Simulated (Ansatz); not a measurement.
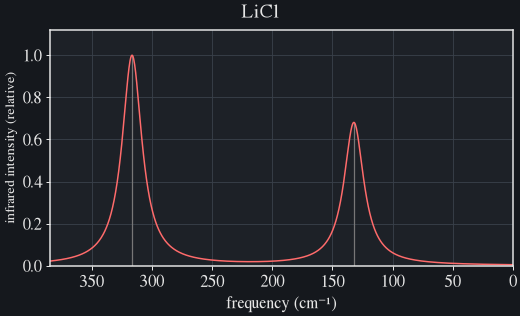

The picture above shows the infrared spectrum of the zone-centre phonons for LiCl, space group P6_3/mmc (No. 194) (cell built by us, not taken from a database). Lines are broadened by Lorentzians of 20 cm⁻¹ full width; the spectrum is scaled to its strongest line. These are zero-field (TO) frequencies; inactive modes don't show.

Starting cell:
```xyz
4
Lattice="4.1536 0.0000 0.0000 -2.0768 3.5972 0.0000 0.0000 0.0000 5.1468" Properties=species:S:1:pos:R:3 pbc="T T T"
Li    0.0000    2.3981    1.2867
Li    2.0768    1.1991    3.8601
Cl    2.0768    1.1991    1.2867
Cl    0.0000    2.3981    3.8601
```

How it was computed, with Ansatz 0.2.0: perturbation theory at the zone centre of a relaxed insulator, optical modes (intensities summed over a level), dielectric tensors and Born charges, a negative frequency is imaginary, spin-unpolarised plane waves. Level: PBEsol.

- periodic directions: 3
- potentials: PAW
- wave cutoff: 420 eV
- k mesh: 6×6×4

### Which are the strongest infrared lines?

The strongest infrared line is at 316.5 cm⁻¹, followed by 132.1 (68 % of it).
